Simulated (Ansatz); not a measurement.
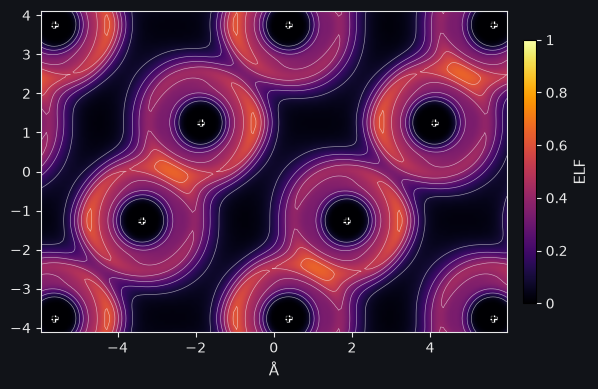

The ELF on a plane through atoms (crosses mark nuclei in the plane).

Level of theory: Ansatz 0.2.0, DFT, LDA, PAW with Ansatz's default frozen-core files, scalar-relativistic.

Candidates:
A. Sb, a = 4.34 Å, b = 4.34 Å, c = 11.23 Å, α = 90.00°, β = 90.00°, γ = 120.00°. Space group R-3m; changed on purpose from its base cell (equal xx and yy strain of +1 %, PAW files).
B. Al, a = 2.86 Å, b = 2.86 Å, c = 4.13 Å, α = 90.00°, β = 90.00°, γ = 90.00°. Space group I4/mmm; changed on purpose from its base cell (zz strain of +2 %, PAW files); computed pressure about −5 GPa in this cell; computed without spin polarisation.
C. AgCl, a = 5.51 Å, b = 5.51 Å, c = 5.51 Å, α = 90.00°, β = 90.00°, γ = 90.00°. Space group Fm-3m; computed pressure about −5 GPa in this cell.

Which candidate gave the map?

Candidate A: Sb on the (110) plane of the conventional cell, which holds Sb. Sb–Sb (2.92 Å): the ELF peaks at about 0.65 between the atoms.
